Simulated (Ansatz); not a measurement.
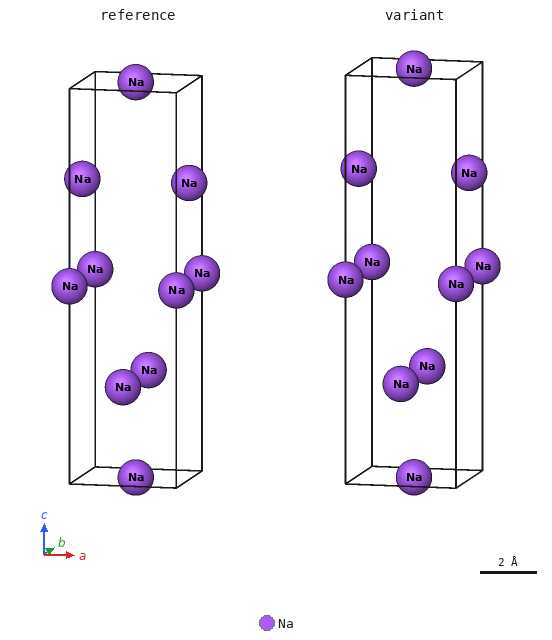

Left: a symmetric starting cell of Na (made from another compound by putting Na in place of K). Right: the same structure after one change, at the same scale. Style: ball-and-stick. Shown: the conventional cell (2 times the calculation's cell), slightly off an axis. Lengths and directions refer to the drawn axes.

Level of theory: Ansatz 0.2.0, DFT PBEsol, scalar-relativistic, plane waves, PAW. Set-up: plane-wave cutoff 420 eV; k-point mesh 14 × 14 × 14; occupations gaussian; smearing width 0.1 eV; no spin polarisation.

Question: Which change leads from the left to the right?

Answer: All lengths are scaled by +3.4 % (volume +10.4 %), the atoms keeping their fractional coordinates. No relaxation follows. The starting cell wasn't computed here and needn't be at equilibrium, so pressure and forces aren't due to the change alone.

Question: And its effect?

Answer: The pressure is −1.4 GPa (not all of it need come from the change, since the unchanged cell can be under pressure at this level too). All forces vanish by symmetry. The space group stays I4_1/amd (No. 141).
